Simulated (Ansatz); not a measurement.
Take the following structure.

```
Ni
1.0
     2.47778    0.00000    0.00000
    -1.23889    2.14582    0.00000
     0.00000    0.00000    4.10390
Ni
2
Direct
  0.66667 0.33333 0.75000
  0.33333 0.66667 0.25000
```

Q: What crystal do these data define?

A: The element is nickel. Space group P6_3/mmc (No. 194), lattice primitive hexagonal. The structure type is hexagonal close-packed (Mg type). The cell holds two atoms. The neighbours of Ni are twelve Ni in an anticuboctahedral arrangement at 2.48 to 2.50 Å. The bonds build a three-dimensional framework.

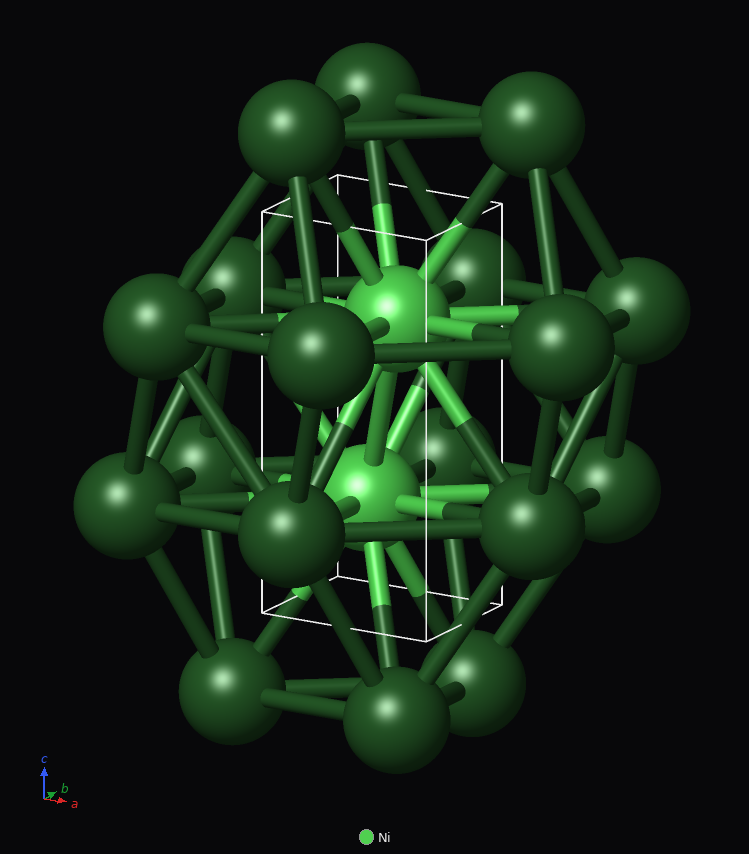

We look at a ball-and-stick model of the crystal slightly off an axis. The wireframe shows the conventional unit cell. Bonds that leave the box are completed with the atoms at their other ends, in fainter colours.

The model was built from a structure listed in the Materials Project, with elements exchanged, so it need not be a known form of the compound. The geometry comes from a coarse first relaxation with Ansatz 0.2.0, DFT PBE, scalar-relativistic, plane waves, PAW.
